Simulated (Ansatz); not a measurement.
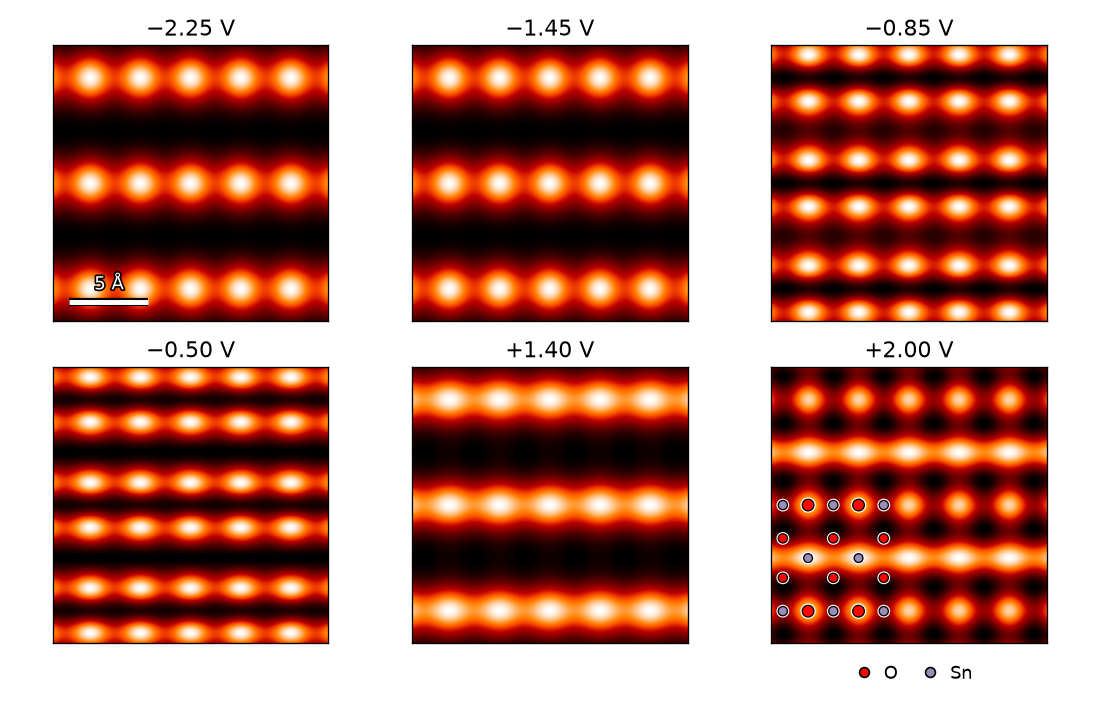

Constant-height images of SnO2(110) (P4_2/mnm bulk, 12 atomic planes (those closer than 0.6 Å count as one), 13 Å, O-terminated) at 6 sample biases, each on its own colour scale; the last has the atoms seen from above drawn over one corner (deeper ones smaller).

Images follow the Tersoff–Hamann model: the current is the local density of the sample's states between the Fermi level and the bias, at the tip's centre. Zero bias is put in the middle of the gap by convention. Bias windows are sharp sums over the levels of the k mesh.

Level of theory: DFT PBE, scalar-relativistic, plane waves, PAW (Ansatz). Cutoff 420 eV, 18 × 9 k-points, Gaussian smearing 0.05 eV, dipole correction. The slab is a cut without reconstruction beyond its cell, at the source's lattice constants, with its lower half held fixed and the rest relaxed. No spin polarisation. Spin–orbit coupling is left out; with Sn it can shift levels and gaps. The run warns that the functional's potential is rough in the thin density of the vacuum, where the tip is; weak contrasts and barriers may feel it.

```xyz
24
Lattice="3.1864 0.0000 0.0000 0.0000 6.6996 0.0000 0.0000 0.0000 30.6540" Properties=species:S:1:pos:R:3 pbc="T T T"
O     0.0000    0.0000    9.0000
Sn    0.0000    3.3498   10.3023
Sn    1.5932    0.0000   10.3023
O     1.5932    2.0475   10.3023
O     1.5932    4.6521   10.3023
O     0.0000    0.0000   11.6045
O     0.0000    3.3498   12.3498
Sn    0.0000    0.0000   13.6521
Sn    1.5932    3.3498   13.6521
O     1.5932    5.3974   13.6521
O     1.5932    1.3023   13.6521
O     0.0000    3.3498   14.9544
O     0.0000    0.0000   15.7252
Sn    0.0000    3.3498   17.1193
Sn    1.5932    0.0000   17.0103
O     1.5932    2.0381   17.0560
O     1.5932    4.6615   17.0560
O     0.0000    0.0000   18.3688
O     0.0000    3.3498   19.1993
Sn    0.0000    0.0000   20.3811
Sn    1.5932    3.3498   20.6879
O     1.5932    5.4546   20.6825
O     1.5932    1.2451   20.6825
O     0.0000    3.3498   21.8896
```

How do the images change with bias?

Answer.
```json
{"bias": "−2.25 V", "height (Å)": "4.0", "bright/dark": "21", "brightest over": "top O atoms"}
{"bias": "−1.45 V", "height (Å)": "4.0", "bright/dark": "22", "brightest over": "top O atoms"}
{"bias": "−0.85 V", "height (Å)": "4.0", "bright/dark": "4.6", "brightest over": "points 1.4 Å to the side of the top O atoms"}
{"bias": "−0.50 V", "height (Å)": "4.0", "bright/dark": "over 50", "brightest over": "points 1.4 Å to the side of the top O atoms"}
{"bias": "+1.40 V", "height (Å)": "4.0", "bright/dark": "1.8", "brightest over": "top O atoms"}
{"bias": "+2.00 V", "height (Å)": "4.0", "bright/dark": "1.2", "brightest over": "sites above the Sn atoms 1.4 Å below the top plane that have an O atom directly beneath and top O atoms"}
```

The weakest contrasts here depend on the k mesh and on the tip.

On its k mesh the slab has a gap of 0.45 eV, inside which this model gives no current; semilocal functionals usually make such gaps too small.
